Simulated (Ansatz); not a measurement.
**From ZnCu to ZnCu**

System: ZnCu (I4₁/amd, 4 atoms in the cell).
Method of run A: DFT PBE, scalar-relativistic, plane waves, PAW, no spin polarisation (Ansatz 0.2.0).
System of run B: ZnCu (4 atoms in the cell).

On run A: The structure derives from a Materials Project entry. On run B: The structure derives from a Materials Project entry. It belongs to a series of runs on one base structure; here: 2 of 4 Cu sites taken by Zn, cell and atoms relaxed. Text and figures count atoms from 1; the logs count them from 0 in places.

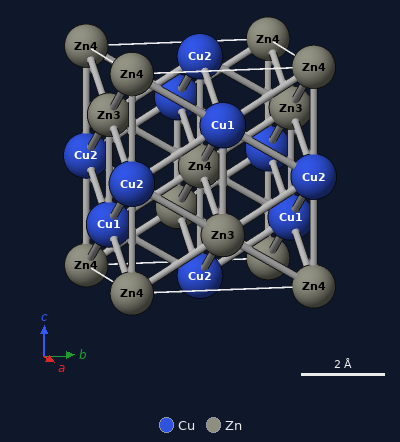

Figure 1. The input geometry (ball-and-stick view of the cell 2 times as large as that of the calculation, set on its symmetry axes, seen slightly off an axis; atoms are numbered from 1 in the order of the input).

Input, run A:
```yaml
crystal:
  lattice:
    - [-3.2015053615, 0.0, 2.6818672656]
    - [0.0, 3.2015053615, -2.6818672656]
    - [0.0, -3.2015053615, -2.6818672656]
  atoms:
    - { symbol: Cu, position: [0.5, 0.25, 0.75] }
    - { symbol: Cu, position: [0.0, 0.5, 0.5] }
    - { symbol: Zn, position: [0.5, 0.75, 0.25] }
    - { symbol: Zn, position: [0.0, 0.0, 0.0] }
basis:
  ecutwfc: 420
kpoints:
  mp_grid: { grid: [14, 14, 14] }
hamiltonian:
  xc: pbe
scf:
  occupations: { method: gaussian, width: 0.1 }
output:
  forces: true
  stress: true
  eigenvalues: true
relax:
  adjacent_minimum: "off"
  f_tol: 0.015
  max_steps: 60
  cell: { stress_tol: 0.15 }
```

Launched with:
```bash
ansatz run input.yaml --threads 1 --pin off --max-ram 2560MiB --backend cpu --events-out ev --progress --plain --runs-dir out
```

Hardware: 1 thread of Intel Xeon (Granite Rapids), 32 GiB of memory available, shared host.

Output, shortened to warnings, some set-up lines, iterations and results (run A):
```
Basis set: ecut = 420 eV, 1057 PW (Γ), exchange–correlation on 60×60×60 points (8 copies of the dense FFT grid, shifted against one another)
Symmetry: 16 space group operations
k-points: 244 of 2744
Initial density: superposition of atomic densities (neutral atoms: chi_scale 0, normalization atom), corrected by the library's trained network
[...]
SCF iter   1: F=—  HF=-19888.534564 eV  |F-HF|=—  |Δ(HF+E_count)|=         —  Δρ=2.11e-3  dr2=1.64e-3  ethr=1.77e-3  ⟨swp⟩=5.9  Hψ=35654  notcnv=0  defer=25
SCF iter   2: F=—  HF=-19888.535142 eV  |F-HF|=—  |Δ(HF+E_count)|=   5.78e-4  Δρ=7.56e-4  dr2=1.84e-4  ethr=2.65e-6  ⟨swp⟩=2.5  Hψ=18939  notcnv=0  defer=51
SCF iter   3: F=—  HF=-19888.535135 eV  |F-HF|=—  |Δ(HF+E_count)|=   7.89e-6  Δρ=4.50e-4  dr2=1.10e-4  ethr=2.97e-7  ⟨swp⟩=2.4  Hψ=14586  notcnv=0  defer=51
SCF iter   4: F=—  HF=-19888.535125 eV  |F-HF|=—  |Δ(HF+E_count)|=   9.44e-6  Δρ=9.81e-5  dr2=7.97e-6  ethr=1.77e-7  ⟨swp⟩=2.2  Hψ=11720  notcnv=0  defer=51
SCF iter   5: F=—  HF=-19888.535122 eV  |F-HF|=—  |Δ(HF+E_count)|=   2.99e-6  Δρ=6.03e-5  dr2=1.13e-6  ethr=1.29e-8  ⟨swp⟩=2.0  Hψ=14414  notcnv=0  defer=51
[... 260 lines ...]
SCF iter   5: F=—  HF=-19888.758926 eV  |F-HF|=—  |Δ(HF+E_count)|=   4.36e-9  Δρ=1.49e-6  dr2=2.32e-10  ethr=3.31e-12  ⟨swp⟩=2.1  Hψ=14834  notcnv=0
SCF iter   6: F=—  HF=-19888.758926 eV  |F-HF|=—  |Δ(HF+E_count)|=   2.44e-9  Δρ=9.10e-7  dr2=2.28e-10  ethr=1.00e-12  ⟨swp⟩=5.2  Hψ=37885  notcnv=0
SCF iter   7: F=-19888.758926 eV  HF=-19888.758926 eV  |F-HF|=1.46e-11  |Δ(HF+E_count)|=  1.13e-10  Δρ=2.04e-7  dr2=1.56e-11  ethr=1.00e-12  ⟨swp⟩=4.9  Hψ=31886  notcnv=0
SCF 30 converged in 7 iterations: F = -19888.758926 eV  dr2 = 1.56e-11
relax step  30: F+E_penalty+E_count = -19888.75892591 eV  Δ(F+E_penalty+E_count) = -4.651e-5 eV  max|allowed force component| = 2.082e-17 eV/Å  Δτ_max = 0.0000 Å  P = -0.025 …
basis re-selected at this cell: Δ(F+E_penalty+E_count) = -4.651e-5 eV, ΔP = +0.003 GPa vs the last step (what re-selecting the basis moved, of the pressure what is left beyond the Pulay correction that the steps carried, after the strain that the cell walked since its last selection, with what the …
SCF converged after 7 iterations
Free energy (F): -19888.758926 eV
Harris-Foulkes:  -19888.758926 eV  (|F-HF|=1.46e-11)
Internal energy: -19888.755395 eV  (E = F + TS)
E sigma→0 (E₀):  -19888.757160 eV
Entropy (-TS):   -0.003531 eV (-0.883 meV/atom)
Fermi energy:    14.096770 eV
--- Per-component energies (eV) ---
  E_band       = -656.341898
  E_kinetic    = 862.246364
  E_local      = -11727.402093  (includes V_loc(G=0)·N_el)
  E_nonlocal   = 2001.843468
  E_hartree    = 5116.703580
  E_xc         = -454.998717
  E_vxc        = -337.038668  (∫ρ·V_xc dr)
  E_paw        = -6976.508400  (= ΣΔE_a)
  E_vpaw       = -1689.397607  (= ΣTr[D̂ρ^β])
  E_aug_tail   = -0.000174  (compensation charges beyond the density's cutoff)
  E_ewald      = -8710.639423
  E_smearing   = -0.003531  (= −TS)
  E_closure    = -0.000000  (closes the sum)
  Σ components = -19888.758926   (vs F -19888.758926, Δ=0.00e0)
--- Forces (eV/Å), atoms counted from 1 ---
  atom   1  Cu    -0.00000000    -0.00000000    -0.00000000
  atom   2  Cu     0.00000000     0.00000000     0.00000000
  atom   3  Zn     0.00000000     0.00000000     0.00000000
  atom   4  Zn    -0.00000000    -0.00000000    -0.00000000
  max |Σ_I F_I| component: 3.47e-18 eV/Å
--- Stress (GPa, compression-positive) ---
       -0.072409       0.000000      -0.000000
        0.000000      -0.072409      -0.000000
       -0.000000      -0.000000       0.070532
  P = ⅓ Tr σ = -0.0248 GPa (-0.248 kbar)
--- Relaxed structure (26 steps of the walk, 23 accepted, 4 SCFs on fresh bases) ---
  F+E_penalty+E_count = -19888.75892591 eV   max|allowed force component| = 2.082e-17 eV/Å   (the final SCF, on the basis selected at the relaxed cell)
  cell:  # Å, volume = 52.1881 Å³
    - [-2.577311704794202, 8.849080777266172e-34, 3.928329375995927]
    - [-2.0788480378261285e-32, 2.577311704794202, -3.928329375995927]
    - [-1.3340652541546762e-32, -2.577311704794202, -3.928329375995927]
  atoms:
    - { symbol: Cu, position: [0.5, 0.25, 0.7499999999999999] }
[...]
```

The input of run B differs as follows (lines with − go, lines with + come):
```diff
-    - { symbol: Cu, position: [0.5, 0.25, 0.75] }
+    - { symbol: Zn, position: [0.5, 0.25, 0.75] }
-    - { symbol: Zn, position: [0.0, 0.0, 0.0] }
+    - { symbol: Cu, position: [0.0, 0.0, 0.0] }
```

What does this change do to the results?

The total energies belong to different systems, so their difference says nothing on which is more stable or more accurate. The volume per atom goes from 13.05 to 13.02 Å³. The SCF takes 62 iterations over all geometry steps against 210. On the same kind of shared host run B took about 0.27 times as long.

Output, shortened to warnings, some set-up lines, iterations and results (run B):
```
Basis set: ecut = 420 eV, 1057 PW (Γ), exchange–correlation on 60×60×60 points (8 copies of the dense FFT grid, shifted against one another)
Symmetry: 32 space group operations
k-points: 244 of 2744
Initial density: superposition of atomic densities (neutral atoms: chi_scale 0, normalization atom), corrected by the library's trained network
[...]
SCF iter   1: F=—  HF=-19888.633535 eV  |F-HF|=—  |Δ(HF+E_count)|=         —  Δρ=1.01e-3  dr2=2.26e-4  ethr=1.77e-3  ⟨swp⟩=5.8  Hψ=35324  notcnv=0  defer=36
SCF iter   2: F=—  HF=-19888.634287 eV  |F-HF|=—  |Δ(HF+E_count)|=   7.52e-4  Δρ=5.99e-4  dr2=9.91e-5  ethr=3.64e-7  ⟨swp⟩=3.0  Hψ=22381  notcnv=0  defer=51
SCF iter   3: F=—  HF=-19888.634294 eV  |F-HF|=—  |Δ(HF+E_count)|=   6.91e-6  Δρ=2.61e-4  dr2=2.45e-5  ethr=1.60e-7  ⟨swp⟩=2.0  Hψ=13019  notcnv=0  defer=51
SCF iter   4: F=—  HF=-19888.634289 eV  |F-HF|=—  |Δ(HF+E_count)|=   4.52e-6  Δρ=6.43e-5  dr2=2.34e-6  ethr=3.95e-8  ⟨swp⟩=2.0  Hψ=14075  notcnv=0  defer=51
SCF iter   5: F=—  HF=-19888.634289 eV  |F-HF|=—  |Δ(HF+E_count)|=   3.87e-7  Δρ=3.96e-5  dr2=8.41e-7  ethr=3.77e-9  ⟨swp⟩=2.0  Hψ=13891  notcnv=0  defer=51
[... 70 lines ...]
SCF iter   4: F=—  HF=-19888.773315 eV  |F-HF|=—  |Δ(HF+E_count)|=  7.31e-10  Δρ=1.22e-6  dr2=6.33e-10  ethr=7.11e-12  ⟨swp⟩=2.1  Hψ=15930  notcnv=0
SCF iter   5: F=-19888.773315 eV  HF=-19888.773315 eV  |F-HF|=3.27e-11  |Δ(HF+E_count)|=  3.89e-10  Δρ=2.78e-7  dr2=6.47e-11  ethr=1.02e-12  ⟨swp⟩=2.0  Hψ=14338  notcnv=0
SCF iter   6: F=-19888.773315 eV  HF=-19888.773315 eV  |F-HF|=1.82e-11  |Δ(HF+E_count)|=  1.46e-11  Δρ=1.72e-7  dr2=1.56e-11  ethr=1.00e-12  ⟨swp⟩=3.2  Hψ=31398  notcnv=0
SCF 9 converged in 6 iterations: F = -19888.773315 eV  dr2 = 1.56e-11
relax step   9: F+E_penalty+E_count = -19888.77331479 eV  Δ(F+E_penalty+E_count) = -4.848e-5 eV  max|allowed force component| = 1.775e-30 eV/Å  Δτ_max = 0.0000 Å  P = -0.015 …
basis re-selected at this cell: Δ(F+E_penalty+E_count) = -4.848e-5 eV, ΔP = -0.000 GPa vs the last step (what re-selecting the basis moved, of the pressure what is left beyond the Pulay correction that the steps carried, after the strain that the cell walked since its last selection, with what the …
SCF converged after 6 iterations
Free energy (F): -19888.773315 eV
Harris-Foulkes:  -19888.773315 eV  (|F-HF|=1.82e-11)
Internal energy: -19888.768898 eV  (E = F + TS)
E sigma→0 (E₀):  -19888.771106 eV
Entropy (-TS):   -0.004417 eV (-1.104 meV/atom)
Fermi energy:    14.180533 eV
--- Per-component energies (eV) ---
  E_band       = -654.790896
  E_kinetic    = 862.383348
  E_local      = -11678.218183  (includes V_loc(G=0)·N_el)
  E_nonlocal   = 2003.075880
  E_hartree    = 5093.184324
  E_xc         = -454.866854
  E_vxc        = -336.884373  (∫ρ·V_xc dr)
  E_paw        = -6977.681706  (= ΣΔE_a)
  E_vpaw       = -1691.516436  (= ΣTr[D̂ρ^β])
  E_aug_tail   = -0.000160  (compensation charges beyond the density's cutoff)
  E_ewald      = -8736.645547
  E_smearing   = -0.004417  (= −TS)
  E_closure    = -0.000000  (closes the sum)
  Σ components = -19888.773315   (vs F -19888.773315, Δ=0.00e0)
--- Forces (eV/Å), atoms counted from 1 ---
  atom   1  Zn     0.00000000     0.00000000     0.00000000
  atom   2  Cu     0.00000000    -0.00000000     0.00000000
  atom   3  Zn     0.00000000     0.00000000     0.00000000
  atom   4  Cu     0.00000000     0.00000000     0.00000000
  max |Σ_I F_I| component: 5.52e-30 eV/Å
--- Stress (GPa, compression-positive) ---
       -0.048926       0.000000      -0.000000
        0.000000      -0.048926       0.000000
       -0.000000       0.000000       0.053630
  P = ⅓ Tr σ = -0.0147 GPa (-0.147 kbar)
--- Relaxed structure (7 steps of the walk, 7 accepted, 2 SCFs on fresh bases) ---
  F+E_penalty+E_count = -19888.77331479 eV   max|allowed force component| = 1.775e-30 eV/Å   (the final SCF, on the basis selected at the relaxed cell)
  cell:  # Å, volume = 52.0949 Å³
    - [-2.9675212322925244, -1.4420196393619204e-33, 2.9578583244757364]
    - [-3.083497068301373e-33, 2.9675212322925244, -2.9578583244757364]
    - [-5.67801168126129e-33, -2.9675212322925244, -2.9578583244757364]
  atoms:
    - { symbol: Zn, position: [0.5, 0.25, 0.75] }
[...]
```

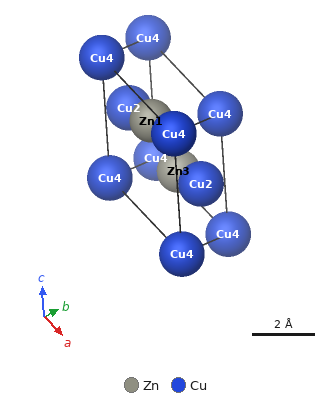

Figure 2. The input structure of run B (spheres-only view of the cell of the calculation, seen slightly off an axis; atoms are numbered from 1 in the order of the input).

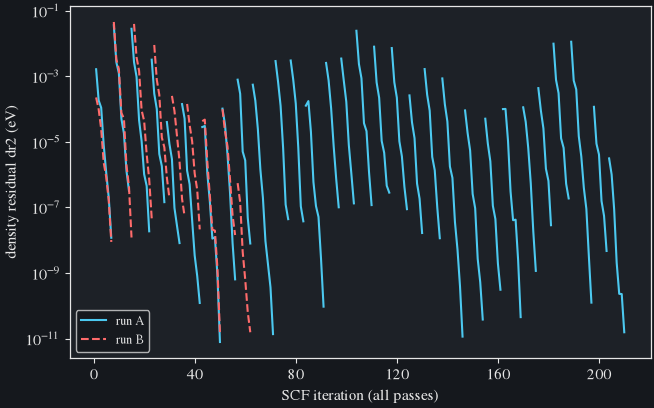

Figure 3. Convergence of the two runs: density residual dr2 against the SCF iteration. A break in a curve parts two SCF passes. Run A takes 210 iterations in all, and run B takes 62.

The two runs side by side:

```tsv
quantity	run A	run B
outcome	converged	converged
free energy per atom (eV)	−4972.1897	−4972.1933
energy per atom, smearing taken to zero (eV)	−4972.1893	−4972.1928
gap on the mesh (eV)	0.00	0.00
pressure (GPa)	−0.02	−0.01
volume per atom (Å³)	13.05	13.02
largest force (eV/Å)	0.000	0.000
SCF iterations	210	62
irreducible k-points	244	244
wall time (shared host)	7.3 min	2 min
```
